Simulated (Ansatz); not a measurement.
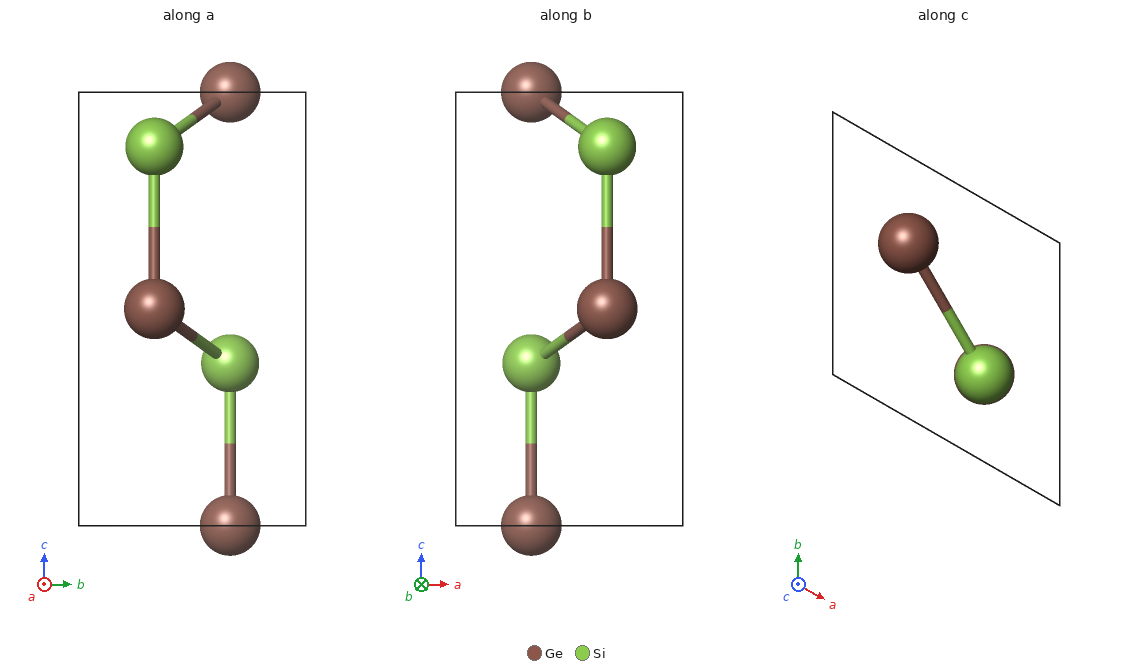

Shown here is a ball-and-stick view of the crystal, taken along the a axis, along the b axis and along the c axis. The lines enclose the conventional unit cell; boundary atoms appear with their images.

Lattice parameters: a = 3.906 Å, b = 3.906 Å, c = 6.448 Å, α = 90.00°, β = 90.00°, γ = 120.00°. Put a along x and b in the xy plane.

Write down what is shown as a POSCAR file.

```
Ge Si
1.0
     3.906    0.000    0.000
    -1.953    3.383    0.000
     0.000    0.000    6.448
Ge Si
2 2
Direct
  0.3333 0.6667 0.0004
  0.6667 0.3333 0.5004
  0.3333 0.6667 0.3746
  0.6667 0.3333 0.8746
```

Origin of the cell: a structure type filled with these elements by a generator (whether the compound takes this form wasn't checked). Earlier steps of the study may have refined or changed the cell and positions. It was run through Ansatz as a DFT input.
